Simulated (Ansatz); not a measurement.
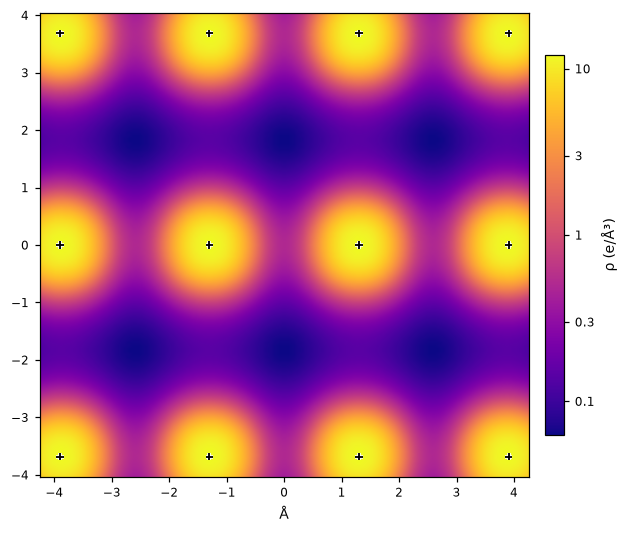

The valence pseudo-density on a plane through atoms (crosses mark nuclei in the plane).

These are results of DFT, LDA (PW92), plane waves (420 eV) with PAW, scalar-relativistic (Ansatz), not measurements.

Candidates:
A. Si, a = 2.65 Å, b = 2.65 Å, c = 8.78 Å, α = 90.00°, β = 90.00°, γ = 120.00°. Space group P6₃/mmc; set up as Si, dhcp; a generated structure, not necessarily the stable one; changed on purpose from its base cell (volume × 0.96); computed pressure about 4 GPa in this cell.
B. Pt, a = 2.60 Å, b = 2.60 Å, c = 2.60 Å, α = 90.00°, β = 90.00°, γ = 90.00°. Space group Pm-3m; set up as Pt, simple cubic; a generated structure, not necessarily the stable one; changed on purpose from its base cell (volume × 1.04); computed pressure about −8 GPa in this cell.

### Which system is this?

Candidate B: Pt on the (101) plane of the conventional cell, which holds Pt. Pt–Pt (2.60 Å): the density is about 0.5 e/Å³ at the midpoint.
